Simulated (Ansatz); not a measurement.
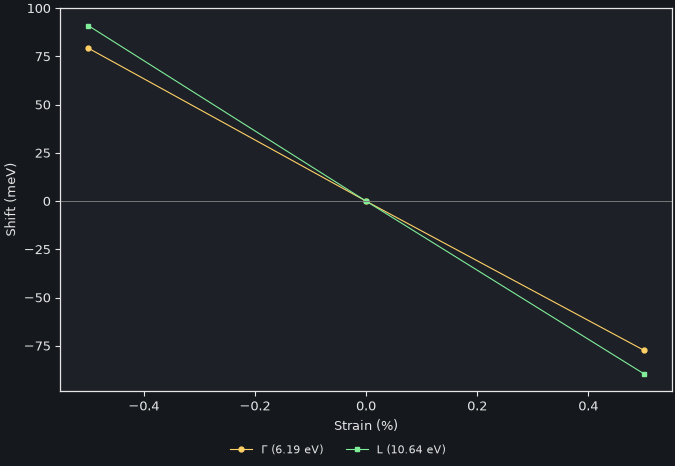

Shifts of the lowest conduction level at the points named, against the centre of the valence top at Γ (unstrained energies in the legend).

System: rocksalt NaF, space group Fm-3m, 2 atoms in the primitive cell, in a cell relaxed beforehand; cubic a = 4.630 Å. Here all lengths are changed by ±0.5 %, and the atoms are carried along without relaxing. Computed with Ansatz 0.2.0: PBEsol, Ansatz PAW set, no spin polarisation, no spin-orbit coupling, 10×10×10 k mesh, 420 eV cutoff.

**How fast does each conduction level move?**

For each 1 % of strain: −157 meV at Γ and −180 meV at L. Over dlnV = 3 % that gives deformation potentials of −5.2 eV at Γ and −6.0 eV at L, against the valence top.

The PAW data sets were made with another functional. LDA, GGA and most meta-GGA functionals understate gaps.
